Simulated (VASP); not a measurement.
CoO (space group R3m, No. 160). Coordinates: a cell listed in the Materials Project, as set up for an electronic-structure calculation.

```
Co O
1.0
     3.20444    0.00000    0.00000
    -1.60222    2.77513    0.00000
     0.00000    0.00000    7.69941
Co O
3 3
Direct
  0.33333 0.66667 0.66564
  0.00000 0.00000 0.99898
  0.66667 0.33333 0.33231
  0.33333 0.66667 0.41769
  0.00000 0.00000 0.75102
  0.66667 0.33333 0.08435
```

Describe how the polyhedra about Co are linked (bonds: Co–O below 2.2 Å).

Co: CoO4 tetrahedron, sharing corners with twelve neighbours.

They form a three-dimensional framework of corner-sharing tetrahedra.

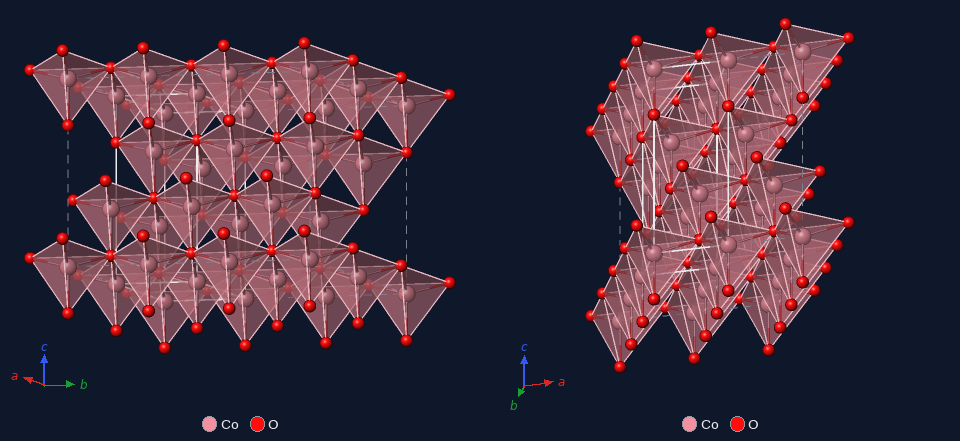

Polyhedra are drawn about Co (bonds: Co–O below 2.2 Å); other atoms are plain spheres. Two views of the same piece.
